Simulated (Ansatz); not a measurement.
Input

```
crystal:
  lattice:
    - [0.0, -3.2552372153, 0.0]
    - [-3.2552372153, 0.0, 0.0]
    - [0.0, 0.0, -3.2552372153]
  atoms:
    - { symbol: Ti, position: [0.5118578148, 0.5237156296, 0.5] }
    - { symbol: Ti, position: [-0.0118578148, -0.0237156296, 0.0] }
basis:
  ecutwfc: 520.0
kpoints:
  mp_grid: { grid: [14, 14, 14] }
hamiltonian:
  xc: pbe
  pseudopotentials: { kind: paw, azcp: { folder: soft_1 } }
scf:
  occupations: { method: gaussian, width: 0.15 }
output:
  forces: true
  stress: true
  eigenvalues: true
  write_density: true
  write_potential: true
  elf: true
  volumetric_format: npy
```

Run with:

```sh
ansatz run input.yaml --threads 2 --pin off --max-ram 4096MiB --backend cpu --events-out ev --progress --plain --runs-dir out
```

Below, planes, directions and counts refer to the conventional cell (a = 3.26 Å, b = 3.26 Å, c = 3.26 Å, α = 90.00°, β = 90.00°, γ = 90.00°).

Space group P2₁/m; a point of a scan over the structure, not its minimum; not relaxed (largest force 0.8 eV/Å); computed without spin polarisation; PAW files of the earlier set (soft_1).

The calculation used Ansatz, DFT PBE, scalar-relativistic, plane waves, PAW.

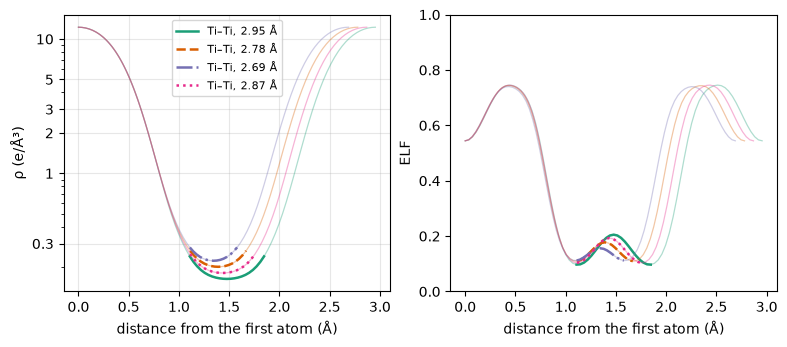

Ti. Valence pseudo-density and electron localisation function along straight lines between neighbouring atoms. Thin, pale parts lie inside the atomic spheres.

In a PAW calculation such maps are meaningful between the atoms, not at the nuclei.

**What can be read from the curves?**

Ti–Ti (2.95 Å): ρ at the midpoint is about 0.16 e/Å³; the ELF is about 0.20 at the midpoint: no shared electron pair shows on this line.
Ti–Ti (2.78 Å): ρ is about 0.2 e/Å³ halfway; the ELF is about 0.20 at the midpoint (no shared electron pair shows on this line).
Ti–Ti (2.69 Å): ρ at the midpoint is about 0.22 e/Å³; the ELF is about 0.15 at the midpoint (no shared electron pair shows on this line).
Ti–Ti (2.87 Å): ρ is about 0.18 e/Å³ halfway; the ELF is about 0.20 at the midpoint; no shared electron pair shows on this line.
